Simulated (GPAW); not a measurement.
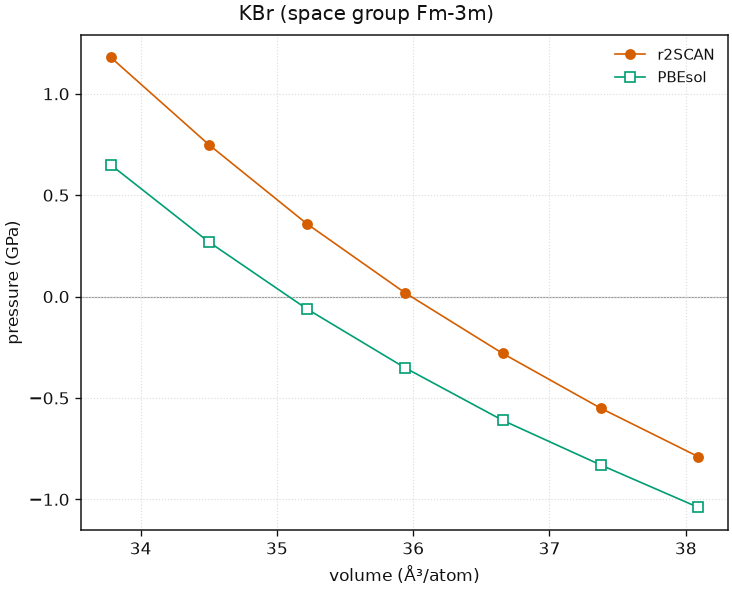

The plot gives the computed pressure against volume, with one curve for each functional, for KBr (space group Fm-3m).

Calculation (GPAW 26.7.0): PAW DFT in plane waves, on a grid or in atomic orbitals, no spin polarisation; energies at scaled volumes of the given cell, shape and fractions fixed, counted from the fit's minimum, third-order Birch-Murnaghan fit. All runs: no spin polarisation.

k mesh 7×7×7; occupations Fermi–Dirac; smearing width 0.05 eV; wave cutoff 600 eV.

Settings that differ: r2SCAN: potentials GPAW-PAW-data-sets-(gpaw-data-1.2.1); PBEsol: potentials PAW-data-sets-made-by gpaw-setup-for-the-functional.

The numbers behind the figure:

r2SCAN:
```json
{"volume (Å³/atom)": "33.78", "pressure (GPa)": "1.18"}
{"volume (Å³/atom)": "34.50", "pressure (GPa)": "0.75"}
{"volume (Å³/atom)": "35.22", "pressure (GPa)": "0.36"}
{"volume (Å³/atom)": "35.94", "pressure (GPa)": "0.02"}
{"volume (Å³/atom)": "36.66", "pressure (GPa)": "-0.28"}
{"volume (Å³/atom)": "37.37", "pressure (GPa)": "-0.55"}
{"volume (Å³/atom)": "38.09", "pressure (GPa)": "-0.79"}
```

PBEsol:
```json
{"volume (Å³/atom)": "33.78", "pressure (GPa)": "0.65"}
{"volume (Å³/atom)": "34.50", "pressure (GPa)": "0.27"}
{"volume (Å³/atom)": "35.22", "pressure (GPa)": "-0.06"}
{"volume (Å³/atom)": "35.94", "pressure (GPa)": "-0.35"}
{"volume (Å³/atom)": "36.66", "pressure (GPa)": "-0.61"}
{"volume (Å³/atom)": "37.37", "pressure (GPa)": "-0.83"}
{"volume (Å³/atom)": "38.09", "pressure (GPa)": "-1.04"}
```
